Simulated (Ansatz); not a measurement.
# Calculations on PtSe$_{2}$

### One mode

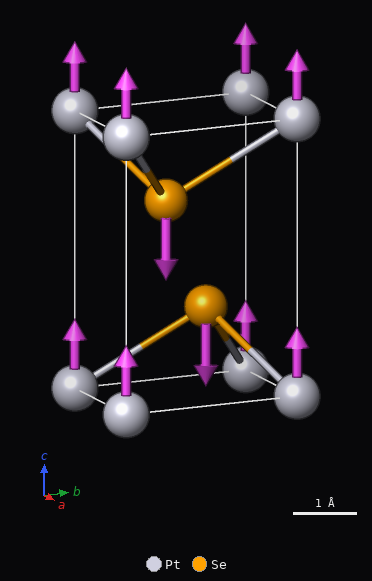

One vibrational mode of a crystal of PtSe₂ relaxed at 12 GPa at the zone centre. The pink arrows are the displacements of the atoms (eigenvector over the root of the mass), of arbitrary overall length and sign. Style: ball-and-stick. Shown: the cell of the calculation, slightly off an axis.

The calculation used DFT PBEsol, scalar-relativistic, plane waves, PAW in Ansatz. Set-up: plane-wave cutoff 420 eV; k-point mesh 12 × 12 × 8; occupations fermi dirac; smearing width 0.15 eV; target pressure 12 GPa; no spin polarisation.

The frequencies depend somewhat on the k-mesh and the smearing.

**Describe the mode and give its frequency.**

This is the A₂u mode at 228 cm⁻¹, optical level 2 of 4, counted from below, infrared-active by symmetry. The Se sublattice moves against the Pt sublattice, along c; the kinetic energy is shared as Se 55 %, Pt 45 %. The crystal is a metal, so free carriers screen the infrared response.

### One mode

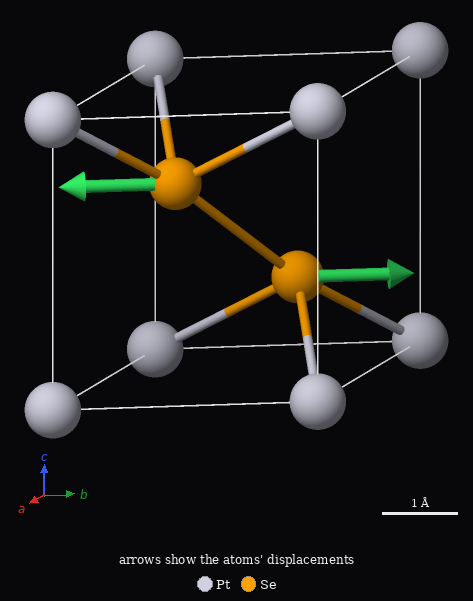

One vibrational mode of crystalline PtSe₂ relaxed at 50 GPa at the zone centre. The green arrows give the relative displacements of the atoms. A ball-and-stick model of the cell of the calculation, seen slightly off an axis.

Computed with Ansatz 0.2.0, DFT PBEsol, scalar-relativistic, plane waves, PAW.

Input
```yaml
crystal:
  lattice:
    - [3.5703642347, 0.0, 0.0]
    - [-1.7851821173, 3.0920261281, 0.0]
    - [0.0, 0.0, 4.0019109142]
  atoms:
    - { symbol: Pt, position: [0.0, 0.0, 0.0] }
    - { symbol: Se, position: [0.3333333333, 0.6666666667, 0.2994646949] }
    - { symbol: Se, position: [0.6666666667, 0.3333333333, 0.7005353051] }
basis:
  ecutwfc: 420
kpoints:
  mp_grid: { grid: [12, 12, 8] }
hamiltonian:
  xc: pbesol
scf:
  occupations: { method: fermi_dirac, width: 0.15 }
output:
  eigenvalues: true
phonons:
  method: dfpt
  eigenvectors: true
```

Launched with:
```bash
ansatz run input.yaml --threads 1 --pin off --max-ram 3072MiB --backend cpu --events-out ev --progress --plain --runs-dir out
```

The frequencies depend somewhat on the k-mesh and the smearing.

Question: Give the symmetry, activity and frequency of this mode.

Answer: This is the E_g mode (doubly degenerate; one member of the set is drawn) at 227 cm⁻¹, the lowest optical level, Raman-active by symmetry. The Pt atoms stay at rest; all motion is along b; atoms of one kind move against one another, with no net shift of their sublattice.

### Softest mode

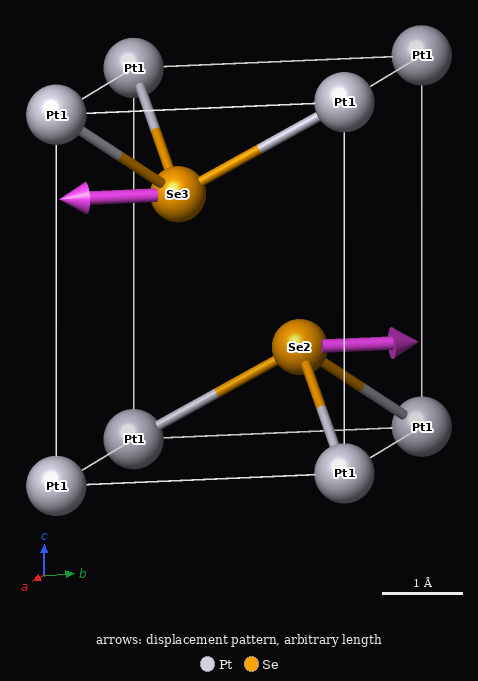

The lowest optical mode of a crystal of PtSe2 relaxed at 1 GPa, space group P-3m1 (No. 164), at the zone centre. The pink arrows give the relative displacements of the atoms. The picture is a ball-and-stick view of the cell of the calculation, seen slightly off an axis.

These are results of DFT LDA, scalar-relativistic, plane waves, PAW in Ansatz 0.2.0, not measurements. Settings: plane-wave cutoff 420 eV; k-point mesh 12 × 12 × 8; occupations fermi dirac; smearing width 0.15 eV; target pressure 1 GPa; no spin polarisation.

The frequencies depend somewhat on the k-mesh and the smearing.

> Is this crystal at a minimum with respect to the drawn distortion?

Yes: this softest mode has a real frequency, and so have all others here. That speaks for this wave vector alone: the rest of the zone wasn't checked in this run. This is the E_g mode (doubly degenerate; one member of the set is drawn) at 161 cm⁻¹, the lowest optical level, Raman-active by symmetry. The Pt atoms stay at rest; all motion is along b; atoms of one kind move against one another, with no net shift of their sublattice.
